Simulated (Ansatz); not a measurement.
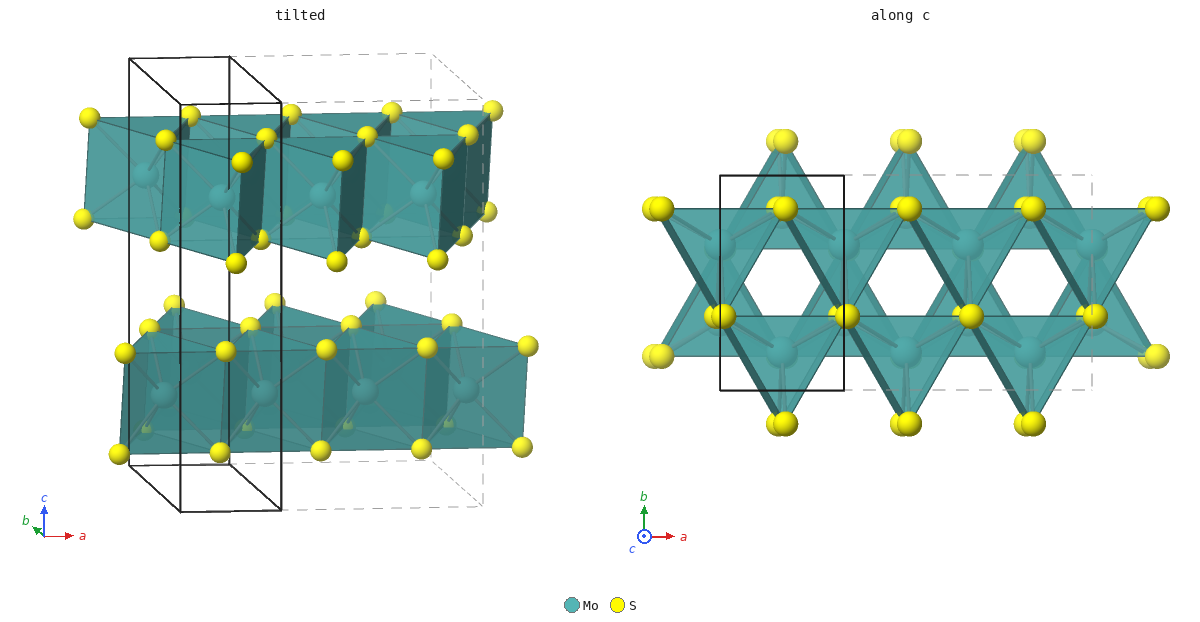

This polyhedral model is shown slightly off an axis and along the c axis. The solid frame is a single conventional unit cell within a 3×1×1 block. Some neighbours outside the box are added.

In words:

Its composition is MoS2. The lattice is base-centred monoclinic and the space group C2/c (No. 15). Content of the cell: 4 Mo, 8 S (Z = 4). The polyhedra are MoS6 trigonal prisms; they share edges. Mo is surrounded by six S in a trigonal prismatic arrangement. Around each S lie three Mo in a trigonal pyramidal arrangement. Not all metal-metal contacts are counted. The bonds build MoS2 layers parallel to (001).

The initial geometry was a structure listed in the Materials Project. The cell was then strained or its atoms displaced on purpose. A calculation with Ansatz used it as input.
